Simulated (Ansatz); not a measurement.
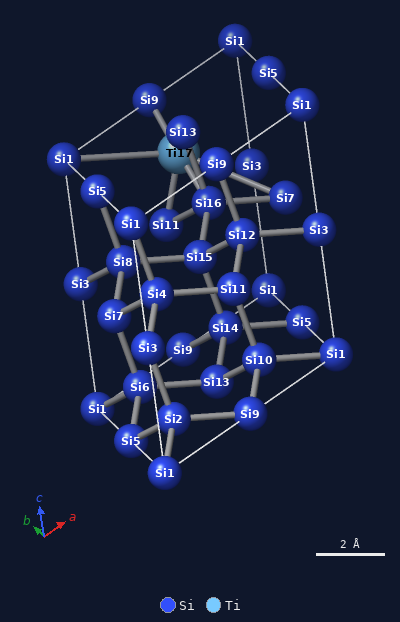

*The input geometry (ball-and-stick view of the cell of the calculation, seen slightly off an axis; atoms are numbered from 1 in the order of the input). An atom can appear more than once, as a periodic image.*

## Run report: TiSi₁₆, geometry relaxation (part 1 of 3)

- system: TiSi₁₆ (defect cell, 17 atoms in the cell)
- method: DFT PBE, scalar-relativistic, plane waves, PAW, PAW set soft_1, no spin polarisation (Ansatz 0.2.0)

It belongs to a series of runs on one base structure; here: end point A relaxed. Figures and captions count atoms from 1; the log counts them from 0 in places.

## The input
```yaml
crystal:
  lattice:
    - [0.0, 5.43, 5.43]
    - [5.43, 0.0, 5.43]
    - [5.43, 5.43, 0.0]
  atoms:
    - { symbol: Si, position: [0.0, 0.0, 0.0] }
    - { symbol: Si, position: [0.125, 0.125, 0.125] }
    - { symbol: Si, position: [0.0, 0.0, 0.5] }
    - { symbol: Si, position: [0.125, 0.125, 0.625] }
    - { symbol: Si, position: [0.0, 0.5, 0.0] }
    - { symbol: Si, position: [0.125, 0.625, 0.125] }
    - { symbol: Si, position: [0.0, 0.5, 0.5] }
    - { symbol: Si, position: [0.125, 0.625, 0.625] }
    - { symbol: Si, position: [0.5, 0.0, 0.0] }
    - { symbol: Si, position: [0.625, 0.125, 0.125] }
    - { symbol: Si, position: [0.5, 0.0, 0.5] }
    - { symbol: Si, position: [0.625, 0.125, 0.625] }
    - { symbol: Si, position: [0.5, 0.5, 0.0] }
    - { symbol: Si, position: [0.625, 0.625, 0.125] }
    - { symbol: Si, position: [0.5, 0.5, 0.5] }
    - { symbol: Si, position: [0.625, 0.625, 0.625] }
    - { symbol: Ti, position: [0.5575041, 0.8084726, 0.8112634] }
basis:
  ecutwfc: 420.0
kpoints:
  mp_grid: { grid: [2, 2, 2] }
hamiltonian:
  xc: pbe
  pseudopotentials: { kind: paw, azcp: { folder: soft_1 } }
scf:
  occupations: { method: gaussian, width: 0.02 }
  lower_state_search: "off"
relax:
  f_tol: 0.03
  max_steps: 60
  adjacent_minimum: "off"
output:
  write_density: true
  write_potential: true
  elf: true
  volumetric_format: npy
```

Machine: 1 thread of Intel Xeon (Sapphire Rapids), 192 GiB of memory available, shared host.

Run as:
```bash
ansatz run input.yaml --threads 1 --pin off --max-ram 3072MiB --backend cpu --events-out ev --progress --plain --runs-dir out
```

## Log
```
Engine: ansatz 0.2.0, x86_64-unknown-linux-gnu
Pseudopotentials: kind: paw
Pseudopotential: Si, paw, valence charge 4, recommended cutoff 420 eV (normal), [file]
Pseudopotential: Ti, paw, valence charge 12, recommended cutoff 420 eV (normal), [file]
Functional definition: PBE
  parameter kappa = 0.804
  parameter beta = 0.06672455060314922
  exchange = pbe_x(kappa = kappa, mu = beta*pi^2/3)
  correlation = pbe_c(beta = beta)
Crystal: 17 atoms, lattice volume = 320.206 Å³
Basis set: ecut = 420 eV, 6231 PW (Γ), exchange–correlation on 108×108×108 points (8 copies of the dense FFT grid, shifted against one another)
Bands: 55, of which v1, the nominal top of the filled ones, is band 38 counted from 1 (37 counted from 0)
Symmetry: 1 space group operations
Space group: P1 (ITA 1), of the structure as read, at distance tolerance 6.8e-5 Å
k-points: 8
Non-local potential: Si, projectors of the file, l = 0: 2, l = 1: 2, l = 2: 1
Non-local potential: Ti, projectors of the file, l = 0: 3, l = 1: 2, l = 2: 3, l = 3: 1
PAW form: soft (Blöchl's): semilocal exchange-correlation on the pseudo side does not see the compensation charge
PAW one-centre angular grid: Si, 110 points (default); XC on 64 Gauss nodes
PAW one-centre angular grid: Ti, 590 points (default); XC on 64 Gauss nodes
Initial density: superposition of atomic densities (chi_scale 0.1, normalization cell, long waves kept (reshape's long-wave potential 0.02 eV rms))
Initial wavefunctions: pseudopotential atomic-orbital guess
Functional: x = pbe(κ = 0.804, μ = 0.2195149727645171), c = pbe(β = 0.06672455060314922)
SCF iter   1: F=—  HF=-12677.466124 eV  |F-HF|=—  |Δ(HF+E_count)|=         —  Δρ=1.20e-1  dr2=1.27e2  ethr=3.10e-3  ⟨swp⟩=7.6  Hψ=2308  notcnv=0  defer=31
preconditioner: auto → Resta (q_TF=auto, 2.147 Å⁻¹)  ε∞=6.1  [insulator: Δε(μ)=0.114 eV  Ē_g=7.585 eV  σ=0.020 eV  W_gap=1.00  n_scr=58 (ndim 8)  ℏωp=17.1 eV  f_vac=0.000  D(μ)=0.01/eV (n_scr^D=0)  ε∞_Penn≈6.1]
SCF iter   2: F=—  HF=-12668.997565 eV  |F-HF|=—  |Δ(HF+E_count)|=    8.47e0  Δρ=4.39e-2  dr2=1.57e1  ethr=3.10e-3  ⟨swp⟩=4.2  Hψ=972  notcnv=0  defer=75
SCF iter   3: F=—  HF=-12667.010959 eV  |F-HF|=—  |Δ(HF+E_count)|=    1.99e0  Δρ=1.21e-2  dr2=8.82e-1  ethr=3.10e-3  ⟨swp⟩=4.0  Hψ=1034  notcnv=0  defer=78
SCF iter   4: F=—  HF=-12666.928901 eV  |F-HF|=—  |Δ(HF+E_count)|=   8.21e-2  Δρ=3.87e-3  dr2=8.85e-2  ethr=1.16e-3  ⟨swp⟩=2.6  Hψ=474  notcnv=0  defer=77
SCF iter   5: F=—  HF=-12666.935695 eV  |F-HF|=—  |Δ(HF+E_count)|=   6.79e-3  Δρ=3.83e-3  dr2=1.53e-1  ethr=1.16e-4  ⟨swp⟩=3.0  Hψ=752  notcnv=0  defer=77
SCF iter   6: F=—  HF=-12666.927488 eV  |F-HF|=—  |Δ(HF+E_count)|=   8.21e-3  Δρ=1.07e-3  dr2=1.13e-2  ethr=1.16e-4  ⟨swp⟩=1.9  Hψ=447  notcnv=0  defer=77
SCF iter   7: F=—  HF=-12666.927231 eV  |F-HF|=—  |Δ(HF+E_count)|=   2.57e-4  Δρ=4.32e-4  dr2=1.77e-3  ethr=1.48e-5  ⟨swp⟩=1.1  Hψ=456  notcnv=0  defer=77
SCF iter   8: F=—  HF=-12666.927208 eV  |F-HF|=—  |Δ(HF+E_count)|=   2.35e-5  Δρ=9.47e-5  dr2=8.66e-5  ethr=2.32e-6  ⟨swp⟩=1.1  Hψ=383  notcnv=0  defer=77
SCF iter   9: F=-12666.927211 eV  HF=-12666.927213 eV  |F-HF|=1.61e-6  |Δ(HF+E_count)|=   4.90e-6  Δρ=2.46e-5  dr2=2.16e-6  ethr=2.96e-8  ⟨swp⟩=11.9  Hψ=3563  notcnv=0
SCF 1 converged in 9 iterations: F = -12666.927211 eV  dr2 = 2.16e-6
  greatest PAW one-centre occupation: 0.998 electrons in one spin orbital (limit 2), on the Ti atom at site 16 (counted from 0), in its partial waves of l = 0
relax step   1: F+E_penalty+E_count = -12666.92721093 eV  Δ(F+E_penalty+E_count) = +0.000e0 eV  max|allowed force component| = 3.672e0 eV/Å  Δτ_max = 0.0000 Å  (9 SCF iters, dr2 threshold 2.25e-5 eV, accepted)
Initial density: handed on by an earlier stage of this run
Initial wavefunctions: those handed on with the density
SCF iter   1: F=—  HF=-12668.567592 eV  |F-HF|=—  |Δ(HF+E_count)|=         —  Δρ=2.11e-2  dr2=4.22e0  ethr=3.10e-3  ⟨swp⟩=5.6  Hψ=1496  notcnv=0  defer=48
preconditioner: auto → Resta (q_TF=auto, 2.147 Å⁻¹)  ε∞=6.1  [insulator: Δε(μ)=0.111 eV  Ē_g=7.572 eV  σ=0.020 eV  W_gap=0.62  n_scr=58 (ndim 8)  ℏωp=17.1 eV  f_vac=0.000  D(μ)=18.99/eV (n_scr^D=180)  ε∞_Penn≈6.1]
SCF iter   2: F=—  HF=-12668.242766 eV  |F-HF|=—  |Δ(HF+E_count)|=   3.25e-1  Δρ=4.63e-3  dr2=8.11e-2  ethr=3.10e-3  ⟨swp⟩=3.0  Hψ=623  notcnv=0  defer=64
SCF iter   3: F=—  HF=-12668.233414 eV  |F-HF|=—  |Δ(HF+E_count)|=   9.35e-3  Δρ=2.08e-3  dr2=1.00e-2  ethr=1.07e-4  ⟨swp⟩=2.6  Hψ=588  notcnv=0  defer=74
SCF iter   4: F=—  HF=-12668.232383 eV  |F-HF|=—  |Δ(HF+E_count)|=   1.03e-3  Δρ=3.14e-4  dr2=3.50e-4  ethr=1.32e-5  ⟨swp⟩=2.0  Hψ=572  notcnv=0  defer=74
iter 5 did not close the SCF: its close was put off for the readings that it lacked (scf_convergence_deferred on its scf_iter line)
SCF iter   5: F=-12668.232404 eV  HF=-12668.232417 eV  |F-HF|=1.31e-5  |Δ(HF+E_count)|=   3.39e-5  Δρ=8.01e-5  dr2=3.92e-5  ethr=4.61e-7  ⟨swp⟩=2.1  Hψ=583  notcnv=0  defer=74
SCF iter   6: F=-12668.232425 eV  HF=-12668.232425 eV  |F-HF|=4.98e-7  |Δ(HF+E_count)|=   7.27e-6  Δρ=1.61e-5  dr2=1.10e-6  ethr=5.15e-8  ⟨swp⟩=9.8  Hψ=3023  notcnv=0
SCF 2 converged in 6 iterations: F = -12668.232425 eV  dr2 = 1.10e-6
relax step   2: F+E_penalty+E_count = -12668.23242500 eV  Δ(F+E_penalty+E_count) = -1.305e0 eV  max|allowed force component| = 1.310e0 eV/Å  Δτ_max = 0.1094 Å  (6 SCF iters, dr2 threshold 1.00e-4 eV, accepted)
iter 1 solved again at ethr=2.86e-3 eV; its pass at ethr=3.10e-3 eV (dr2=2.18e0 eV) is discarded
SCF iter   1: F=—  HF=-12668.601803 eV  |F-HF|=—  |Δ(HF+E_count)|=         —  Δρ=1.58e-2  dr2=2.19e0  ethr=2.86e-3  ⟨swp⟩=1.1  Hψ=1723  notcnv=0  defer=39
preconditioner: auto → Resta (q_TF=auto, 2.147 Å⁻¹)  ε∞=6.2  [insulator: Δε(μ)=0.059 eV  Ē_g=7.506 eV  σ=0.020 eV  W_gap=0.58  n_scr=58 (ndim 8)  ℏωp=17.1 eV  f_vac=0.000  D(μ)=22.43/eV (n_scr^D=258)  ε∞_Penn≈6.2]
SCF iter   2: F=—  HF=-12668.493535 eV  |F-HF|=—  |Δ(HF+E_count)|=   1.08e-1  Δρ=5.74e-3  dr2=1.83e-1  ethr=2.86e-3  ⟨swp⟩=1.0  Hψ=377  notcnv=0  defer=39
SCF iter   3: F=—  HF=-12668.478639 eV  |F-HF|=—  |Δ(HF+E_count)|=   1.49e-2  Δρ=2.33e-3  dr2=3.18e-2  ethr=2.41e-4  ⟨swp⟩=2.9  Hψ=470  notcnv=0  defer=57
SCF iter   4: F=—  HF=-12668.476148 eV  |F-HF|=—  |Δ(HF+E_count)|=   2.49e-3  Δρ=5.05e-4  dr2=2.07e-3  ethr=4.18e-5  ⟨swp⟩=2.9  Hψ=591  notcnv=0  defer=63
SCF iter   5: F=—  HF=-12668.476010 eV  |F-HF|=—  |Δ(HF+E_count)|=   1.37e-4  Δρ=1.18e-4  dr2=1.21e-4  ethr=2.72e-6  ⟨swp⟩=2.0  Hψ=464  notcnv=0  defer=63
SCF iter   6: F=-12668.475989 eV  HF=-12668.476001 eV  |F-HF|=1.23e-5  |Δ(HF+E_count)|=   9.33e-6  Δρ=4.25e-5  dr2=1.45e-5  ethr=1.32e-7  ⟨swp⟩=9.8  Hψ=3330  notcnv=0
SCF 3 converged in 6 iterations: F = -12668.475989 eV  dr2 = 1.45e-5
  greatest PAW one-centre occupation: 0.999 electrons in one spin orbital (limit 2), on the Ti atom at site 16 (counted from 0), in its partial waves of l = 0
relax step   3: F+E_penalty+E_count = -12668.47598878 eV  Δ(F+E_penalty+E_count) = -2.436e-1 eV  max|allowed force component| = 1.707e-1 eV/Å  Δτ_max = 0.0906 Å  (6 SCF iters, dr2 threshold 1.00e-4 eV, accepted)
[...]
preconditioner: auto → Resta (q_TF=auto, 2.147 Å⁻¹)  ε∞=6.3  [insulator: Δε(μ)=0.058 eV  Ē_g=7.437 eV  σ=0.020 eV  W_gap=0.65  n_scr=58 (ndim 8)  ℏωp=17.1 eV  f_vac=0.000  D(μ)=19.29/eV (n_scr^D=180)  ε∞_Penn≈6.3]
relax step   4: F+E_penalty+E_count = -12668.58538636 eV  Δ(F+E_penalty+E_count) = -1.094e-1 eV  max|allowed force component| = 7.049e-1 eV/Å  Δτ_max = 0.1514 Å  (6 SCF iters, dr2 threshold 1.82e-6 eV, accepted)
preconditioner: auto → Kerker (q_TF=auto, 2.147 Å⁻¹)  [metal: Δε(μ)=0.017 eV  Ē_g=7.424 eV  σ=0.020 eV  W_gap=0.42  n_scr=58 (ndim 8)  ℏωp=17.1 eV  f_vac=0.000  D(μ)=25.07/eV (n_scr^D=282)]
relax step   5: F+E_penalty+E_count = -12668.92230797 eV  Δ(F+E_penalty+E_count) = -3.369e-1 eV  max|allowed force component| = 1.018e0 eV/Å  Δτ_max = 0.2000 Å  (6 SCF iters, dr2 threshold 3.11e-5 eV, accepted)
preconditioner: auto → Kerker (q_TF=auto, 2.147 Å⁻¹)  [metal: Δε(μ)=0.002 eV  Ē_g=7.455 eV  σ=0.020 eV  W_gap=0.05  n_scr=58 (ndim 8)  ℏωp=17.1 eV  f_vac=0.000  D(μ)=34.98/eV (n_scr^D=530)]
preconditioner: auto → Resta (q_TF=auto, 2.147 Å⁻¹)  ε∞=6.3  [insulator: Δε(μ)=0.069 eV  Ē_g=7.467 eV  σ=0.020 eV  W_gap=0.51  n_scr=58 (ndim 8)  ℏωp=17.1 eV  f_vac=0.000  D(μ)=35.52/eV (n_scr^D=530)  ε∞_Penn≈6.3]
relax step   6: F+E_penalty+E_count = -12669.32912231 eV  Δ(F+E_penalty+E_count) = -4.068e-1 eV  max|allowed force component| = 1.060e0 eV/Å  Δτ_max = 0.2000 Å  (6 SCF iters, dr2 threshold 1.00e-4 eV, accepted)
preconditioner: auto → Kerker (q_TF=auto, 2.147 Å⁻¹)  [metal: Δε(μ)=0.017 eV  Ē_g=7.478 eV  σ=0.020 eV  W_gap=0.40  n_scr=58 (ndim 8)  ℏωp=17.1 eV  f_vac=0.000  D(μ)=38.18/eV (n_scr^D=536)]
preconditioner: auto → Resta (q_TF=auto, 2.147 Å⁻¹)  ε∞=6.2  [insulator: Δε(μ)=0.030 eV  Ē_g=7.484 eV  σ=0.020 eV  W_gap=0.67  n_scr=58 (ndim 8)  ℏωp=17.1 eV  f_vac=0.000  D(μ)=33.22/eV (n_scr^D=458)  ε∞_Penn≈6.2]
relax step   7: F+E_penalty+E_count = -12669.72576755 eV  Δ(F+E_penalty+E_count) = -3.966e-1 eV  max|allowed force component| = 7.568e-1 eV/Å  Δτ_max = 0.1949 Å  (6 SCF iters, dr2 threshold 1.00e-4 eV, accepted)
eigensolver tolerance schedule calibrated: the retry pair's looser diagonalisation under-reported the residual by θ = 0.08 (0.15/decade); ethr = c·dr2/N_el runs at the constant in force after the calibration composes with the one it found (an armed cap, an earlier calibration), c = 4.6e-2
preconditioner: auto → Resta (q_TF=auto, 2.147 Å⁻¹)  ε∞=6.2  [insulator: Δε(μ)=0.036 eV  Ē_g=7.529 eV  σ=0.020 eV  W_gap=0.72  n_scr=58 (ndim 8)  ℏωp=17.1 eV  f_vac=0.000  D(μ)=30.29/eV (n_scr^D=386)  ε∞_Penn≈6.2]
relax step   8: F+E_penalty+E_count = -12670.07825686 eV  Δ(F+E_penalty+E_count) = -3.525e-1 eV  max|allowed force component| = 3.388e-1 eV/Å  Δτ_max = 0.1923 Å  (6 SCF iters, dr2 threshold 1.00e-4 eV, accepted)
preconditioner: auto → Resta (q_TF=auto, 2.147 Å⁻¹)  ε∞=6.1  [insulator: Δε(μ)=0.042 eV  Ē_g=7.570 eV  σ=0.020 eV  W_gap=0.75  n_scr=58 (ndim 8)  ℏωp=17.1 eV  f_vac=0.000  D(μ)=27.29/eV (n_scr^D=330)  ε∞_Penn≈6.1]
relax step   9: F+E_penalty+E_count = -12670.19552355 eV  Δ(F+E_penalty+E_count) = -1.173e-1 eV  max|allowed force component| = 1.880e-1 eV/Å  Δτ_max = 0.2000 Å  (6 SCF iters, dr2 threshold 2.30e-5 eV, accepted)
preconditioner: auto → Resta (q_TF=auto, 2.147 Å⁻¹)  ε∞=6.1  [insulator: Δε(μ)=0.066 eV  Ē_g=7.570 eV  σ=0.020 eV  W_gap=0.79  n_scr=58 (ndim 8)  ℏωp=17.1 eV  f_vac=0.000  D(μ)=27.78/eV (n_scr^D=330)  ε∞_Penn≈6.1]
relax step  10: F+E_penalty+E_count = -12670.21386584 eV  Δ(F+E_penalty+E_count) = -1.834e-2 eV  max|allowed force component| = 6.792e-2 eV/Å  Δτ_max = 0.0243 Å  (6 SCF iters, dr2 threshold 7.08e-6 eV, accepted)
preconditioner: auto → Resta (q_TF=auto, 2.147 Å⁻¹)  ε∞=6.1  [insulator: Δε(μ)=0.058 eV  Ē_g=7.568 eV  σ=0.020 eV  W_gap=0.74  n_scr=58 (ndim 8)  ℏωp=17.1 eV  f_vac=0.000  D(μ)=24.93/eV (n_scr^D=282)  ε∞_Penn≈6.1]
relax step  11: F+E_penalty+E_count = -12670.21506134 eV  Δ(F+E_penalty+E_count) = -1.195e-3 eV  max|allowed force component| = 1.519e-2 eV/Å  Δτ_max = 0.0127 Å  (6 SCF iters, accepted)
preconditioner: auto → Resta (q_TF=auto, 2.147 Å⁻¹)  ε∞=6.1  [insulator: Δε(μ)=0.056 eV  Ē_g=7.569 eV  σ=0.020 eV  W_gap=0.71  n_scr=58 (ndim 8)  ℏωp=17.1 eV  f_vac=0.000  D(μ)=24.21/eV (n_scr^D=282)  ε∞_Penn≈6.1]
relax step  12: F+E_penalty+E_count = -12670.21521652 eV  Δ(F+E_penalty+E_count) = -1.552e-4 eV  max|allowed force component| = 1.402e-2 eV/Å  Δτ_max = 0.0030 Å  (6 SCF iters, accepted)
preconditioner: auto → Kerker (q_TF=auto, 2.147 Å⁻¹)  [metal: Δε(μ)=0.017 eV  Ē_g=7.564 eV  σ=0.020 eV  W_gap=0.44  n_scr=58 (ndim 8)  ℏωp=17.1 eV  f_vac=0.000  D(μ)=24.68/eV (n_scr^D=282)]
preconditioner: auto → Resta (q_TF=auto, 2.147 Å⁻¹)  ε∞=6.1  [insulator: Δε(μ)=0.020 eV  Ē_g=7.563 eV  σ=0.020 eV  W_gap=0.51  n_scr=58 (ndim 8)  ℏωp=17.1 eV  f_vac=0.000  D(μ)=24.94/eV (n_scr^D=282)  ε∞_Penn≈6.1]
relax step  13: F+E_penalty+E_count = -12670.20945529 eV  Δ(F+E_penalty+E_count) = +5.761e-3 eV  max|allowed force component| = 1.319e-1 eV/Å  Δτ_max = 0.0490 Å  (7 SCF iters, rejected (line search))
preconditioner: auto → Resta (q_TF=auto, 2.147 Å⁻¹)  ε∞=6.1  [insulator: Δε(μ)=0.053 eV  Ē_g=7.568 eV  σ=0.020 eV  W_gap=0.62  n_scr=58 (ndim 8)  ℏωp=17.1 eV  f_vac=0.000  D(μ)=22.89/eV (n_scr^D=258)  ε∞_Penn≈6.1]
relax step  14: F+E_penalty+E_count = -12670.21560193 eV  Δ(F+E_penalty+E_count) = -3.854e-4 eV  max|allowed force component| = 1.930e-2 eV/Å  Δτ_max = 0.0073 Å  (6 SCF iters, accepted)
preconditioner: auto → Kerker (q_TF=auto, 2.147 Å⁻¹)  [metal: Δε(μ)=0.009 eV  Ē_g=7.560 eV  σ=0.020 eV  W_gap=0.26  n_scr=58 (ndim 8)  ℏωp=17.1 eV  f_vac=0.000  D(μ)=30.82/eV (n_scr^D=410)]
relax step  15: F+E_penalty+E_count = -12670.20587459 eV  Δ(F+E_penalty+E_count) = +9.727e-3 eV  max|allowed force component| = 1.378e-1 eV/Å  Δτ_max = 0.0618 Å  (7 SCF iters, rejected (line search))
preconditioner: auto → Resta (q_TF=auto, 2.147 Å⁻¹)  ε∞=6.1  [insulator: Δε(μ)=0.048 eV  Ē_g=7.568 eV  σ=0.020 eV  W_gap=0.62  n_scr=58 (ndim 8)  ℏωp=17.1 eV  f_vac=0.000  D(μ)=20.88/eV (n_scr^D=228)  ε∞_Penn≈6.1]
relax step  16: F+E_penalty+E_count = -12670.21587788 eV  Δ(F+E_penalty+E_count) = -2.759e-4 eV  max|allowed force component| = 2.424e-2 eV/Å  Δτ_max = 0.0077 Å  (7 SCF iters, accepted)
preconditioner: auto → Kerker (q_TF=auto, 2.147 Å⁻¹)  [metal: Δε(μ)=0.015 eV  Ē_g=7.563 eV  σ=0.020 eV  W_gap=0.39  n_scr=58 (ndim 8)  ℏωp=17.1 eV  f_vac=0.000  D(μ)=16.97/eV (n_scr^D=168)]
relax step  17: F+E_penalty+E_count = -12670.21604021 eV  Δ(F+E_penalty+E_count) = -1.623e-4 eV  max|allowed force component| = 2.688e-2 eV/Å  Δτ_max = 0.0064 Å  (6 SCF iters, accepted)
preconditioner: auto → Resta (q_TF=auto, 2.147 Å⁻¹)  ε∞=6.1  [insulator: Δε(μ)=0.020 eV  Ē_g=7.563 eV  σ=0.020 eV  W_gap=0.51  n_scr=58 (ndim 8)  ℏωp=17.1 eV  f_vac=0.000  D(μ)=15.29/eV (n_scr^D=136)  ε∞_Penn≈6.1]
preconditioner: auto → Kerker (q_TF=auto, 2.147 Å⁻¹)  [metal: Δε(μ)=0.018 eV  Ē_g=7.563 eV  σ=0.020 eV  W_gap=0.47  n_scr=58 (ndim 8)  ℏωp=17.1 eV  f_vac=0.000  D(μ)=15.83/eV (n_scr^D=136)]
relax step  18: F+E_penalty+E_count = -12670.21629197 eV  Δ(F+E_penalty+E_count) = -2.518e-4 eV  max|allowed force component| = 2.230e-2 eV/Å  Δτ_max = 0.0072 Å  (6 SCF iters, accepted)
preconditioner: auto → Kerker (q_TF=auto, 2.147 Å⁻¹)  [metal: Δε(μ)=0.019 eV  Ē_g=7.563 eV  σ=0.020 eV  W_gap=0.50  n_scr=58 (ndim 8)  ℏωp=17.1 eV  f_vac=0.000  D(μ)=16.35/eV (n_scr^D=168)]
relax step  19: F+E_penalty+E_count = -12670.21647955 eV  Δ(F+E_penalty+E_count) = -1.876e-4 eV  max|allowed force component| = 1.134e-2 eV/Å  Δτ_max = 0.0077 Å  (6 SCF iters, accepted)
preconditioner: auto → Kerker (q_TF=auto, 2.147 Å⁻¹)  [metal: Δε(μ)=0.011 eV  Ē_g=7.563 eV  σ=0.020 eV  W_gap=0.30  n_scr=58 (ndim 8)  ℏωp=17.1 eV  f_vac=0.000  D(μ)=16.65/eV (n_scr^D=168)]
relax step  20: F+E_penalty+E_count = -12670.21656442 eV  Δ(F+E_penalty+E_count) = -8.487e-5 eV  max|allowed force component| = 1.513e-2 eV/Å  Δτ_max = 0.0053 Å  (6 SCF iters, accepted)
preconditioner: auto → Kerker (q_TF=auto, 2.147 Å⁻¹)  [metal: Δε(μ)=0.009 eV  Ē_g=7.564 eV  σ=0.020 eV  W_gap=0.24  n_scr=58 (ndim 8)  ℏωp=17.1 eV  f_vac=0.000  D(μ)=16.87/eV (n_scr^D=168)]
relax step  21: F+E_penalty+E_count = -12670.21665834 eV  Δ(F+E_penalty+E_count) = -9.393e-5 eV  max|allowed force component| = 7.161e-3 eV/Å  Δτ_max = 0.0036 Å  (6 SCF iters, accepted)
preconditioner: auto → Kerker (q_TF=auto, 2.147 Å⁻¹)  [metal: Δε(μ)=0.005 eV  Ē_g=7.564 eV  σ=0.020 eV  W_gap=0.14  n_scr=58 (ndim 8)  ℏωp=17.1 eV  f_vac=0.000  D(μ)=17.80/eV (n_scr^D=168)]
relax step  22: F+E_penalty+E_count = -12670.21671764 eV  Δ(F+E_penalty+E_count) = -5.929e-5 eV  max|allowed force component| = 5.478e-3 eV/Å  Δτ_max = 0.0048 Å  (6 SCF iters, accepted)
preconditioner: auto → Resta (q_TF=auto, 2.147 Å⁻¹)  ε∞=6.1  [insulator: Δε(μ)=0.043 eV  Ē_g=7.559 eV  σ=0.020 eV  W_gap=0.55  n_scr=58 (ndim 8)  ℏωp=17.1 eV  f_vac=0.000  D(μ)=18.81/eV (n_scr^D=168)  ε∞_Penn≈6.1]
relax step  23: F+E_penalty+E_count = -12670.21674860 eV  Δ(F+E_penalty+E_count) = -3.096e-5 eV  max|allowed force component| = 3.322e-3 eV/Å  Δτ_max = 0.0050 Å  (6 SCF iters, accepted)
```

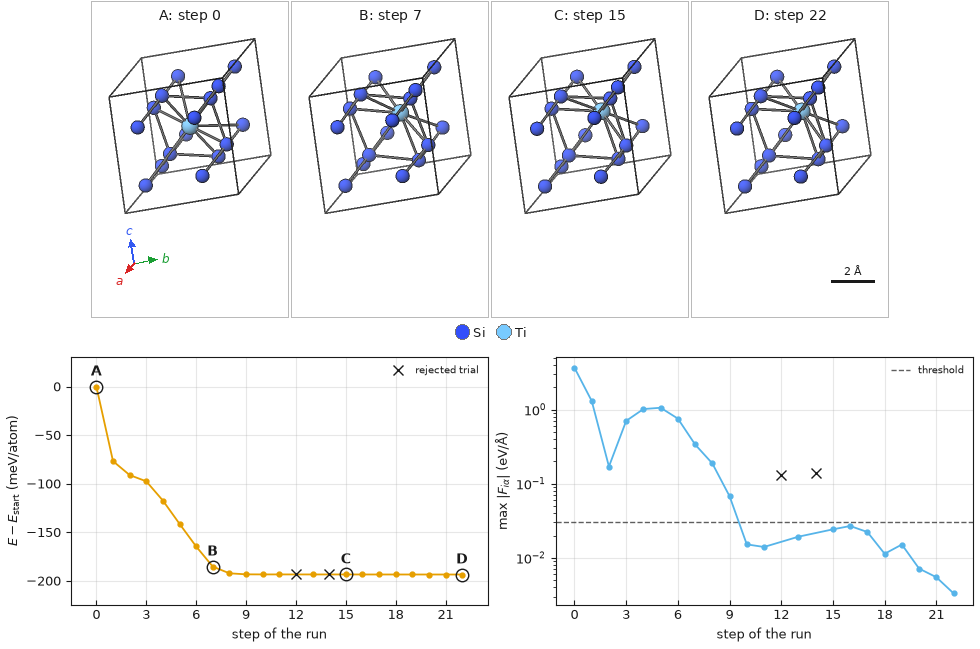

*Frames of the relaxation (ball-and-stick view of the cell of the calculation (origin shifted), seen slightly off an axis) above the curves, on which the letters mark them (the first geometry is step 0 here and step 1 in the log).*
